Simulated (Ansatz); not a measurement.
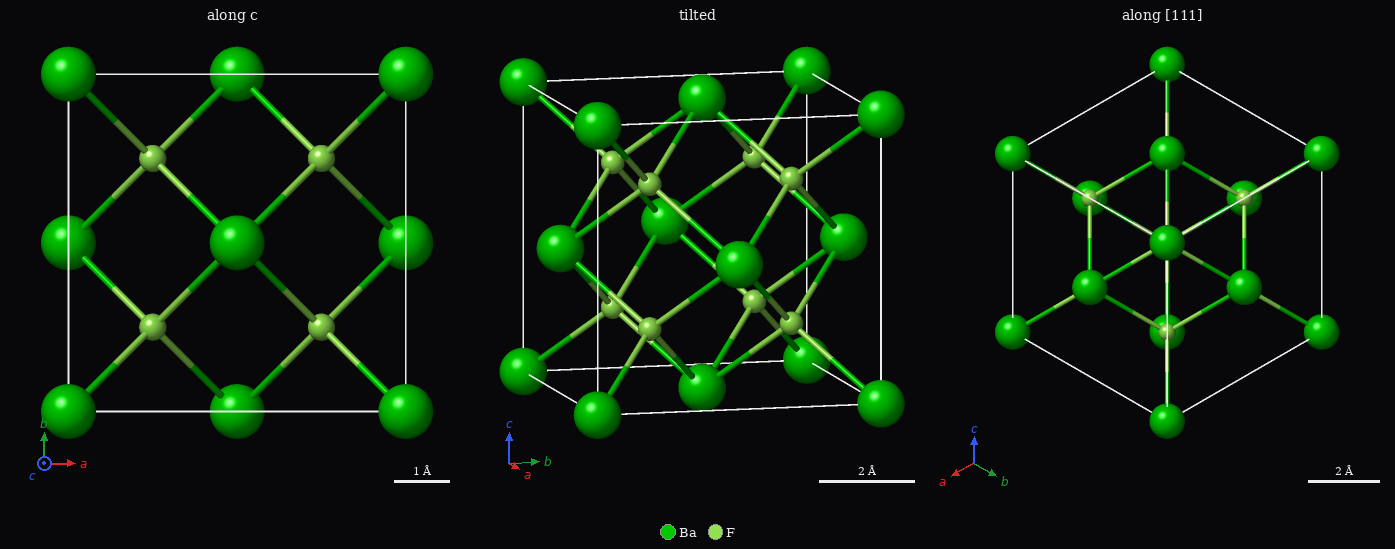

The figure gives a ball-and-stick picture of the atoms, viewed along the c axis, slightly off an axis and along [111]. The edges of the conventional unit cell are marked.

A stick is drawn for Ba–F up to 3.38 Å (cut-off distances).

### Read off the composition.

BaF₂. The cell holds 4 Ba, 8 F, counting shared atoms by their share.

### Which of the Bravais lattices applies?

Face-centred cubic.

### Which space group does it belong to?

Fm-3m (No. 225), with Ba on 4a and F on 8c.

### Which known structure type is this?

Fluorite (CaF₂ type).

### How far does the bonding extend?

The bonds build a three-dimensional framework.

The cell started as a structure type known for this compound. Earlier steps of the study, as a rule a relaxation of our own, may have changed the cell and positions, so they can lie some per cent off the listed ones. It went into a calculation with Ansatz.
